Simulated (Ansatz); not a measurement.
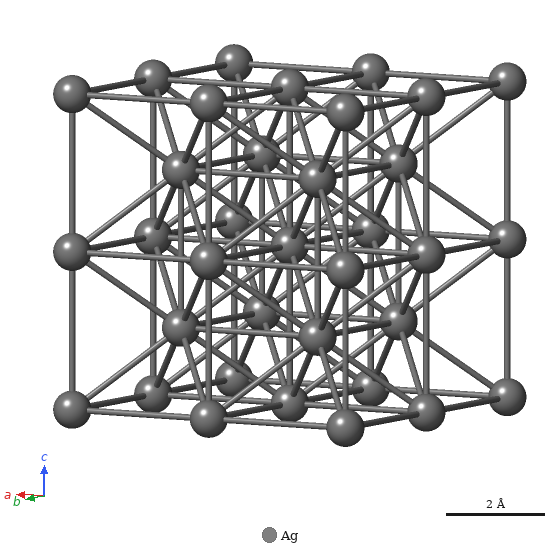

Reference structure: a crystal of Ag (set up in Im-3m). The picture is a ball-and-stick view of the cell of the calculation, repeated 2 × 2 × 2 with one cell outlined, seen from a free direction.

Method: DFT r2SCAN, scalar-relativistic, plane waves, PAW in Ansatz 0.2.0. Settings: plane-wave cutoff 500 eV; k-point mesh 16 × 16 × 16; occupations gaussian; smearing width 0.1 eV; no spin polarisation.

The variant: Equal strain along all axes, +4.5 %, is applied. Symmetry leaves the atoms no freedom, so this is a single point.

Input file:
```yaml
crystal:
  lattice:
    - [3.4156193844, 0.0, 0.0]
    - [0.0, 3.4156193844, 0.0]
    - [0.0, 0.0, 3.4156193844]
  atoms:
    - { symbol: Ag, position: [0.0, 0.0, 0.0] }
    - { symbol: Ag, position: [0.5, 0.5, 0.5] }
basis:
  ecutwfc: 500
kpoints:
  mp_grid: { grid: [16, 16, 16] }
hamiltonian:
  xc: r2scan
scf:
  occupations: { method: gaussian, width: 0.1 }
output:
  forces: true
  stress: true
  eigenvalues: true
```

Command:
```bash
ansatz run input.yaml --threads 1 --pin off --max-ram 2560MiB --backend cpu --events-out ev --progress --plain --runs-dir out
```

### Predict the response.

Near-neighbour distances before and after: Ag–Ag 3.269 → 3.416 Å, Ag–Ag 2.831 → 2.958 Å. The space group stays Im-3m (No. 229). It costs 83.7 meV per atom. Pressure: −0.2 GPa before, −9.2 GPa after. All forces vanish by symmetry.

The changed structure in the same view:

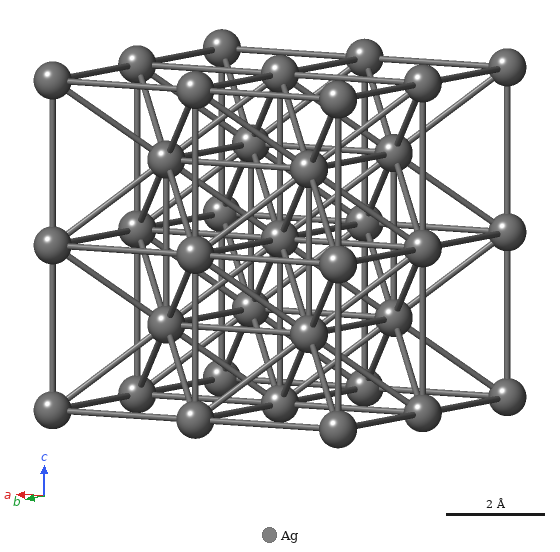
